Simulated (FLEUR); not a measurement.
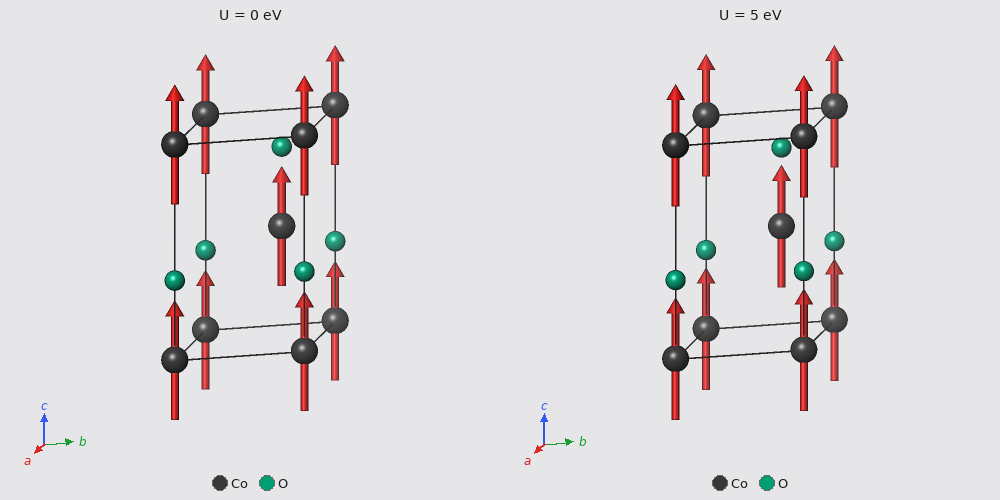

CoO, wurtzite, space group P6₃mc (No. 186), a = 3.198 Å, b = 3.198 Å, c = 5.229 Å, α = 90.00°, β = 90.00°, γ = 120.00°. The run's cell of 4 atoms at the smallest and the largest U, with site moments above 0.25 μB as arrows (red up, blue down). The cell is a structure listed in the Materials Project. Other forms of this composition are known.

One fixed geometry was run with a growing Hubbard U on Co d. Alike in all runs: FLEUR MaX-R8.1 (later development tree); functional PBEsol; potentials all-electron; basis FLAPW; kmax 5.19 1/bohr; k mesh 8 × 8 × 4 on the run's cell of 4 atoms; occupations fermi-dirac, width 0.05 eV; collinear spin, ferromagnetic start; no spin-orbit coupling.

| U (eV) | gap (eV) | mean size of the moment on Co (μB) |
| --- | --- | --- |
| 0 | metal | 2.41 |
| 2 | 0.17 | 2.53 |
| 3 | ? | ? |
| 4 | 0.42 | 2.59 |
| 5 | 0.54 | 2.62 |

Question: What would you expect at U = 3 eV?

Answer: At U = 3 eV the run gave a gap of 0.29 eV and 2.56 μB on Co. A straight line between the neighbouring rows gives 0.29 eV and 2.56 μB, which is close.

Question: Where does the gap open?

Answer: Between U = 0 and 2 eV; it reaches 0.54 eV at U = 5 eV.

Total energies at different U can't be compared. Each run keeps the state that it reached from its start, which need not be the lowest. Gaps are the least found on the k-mesh, which misses some points of high symmetry; where the band edges lie there, the true gap is smaller, at times by an eV.

Caveat: gaps of a few tenths of an eV or less are fragile: at this level of theory the bands may already be inverted off the mesh, while measured gaps, where the compound is known, are often wider than semilocal functionals give.
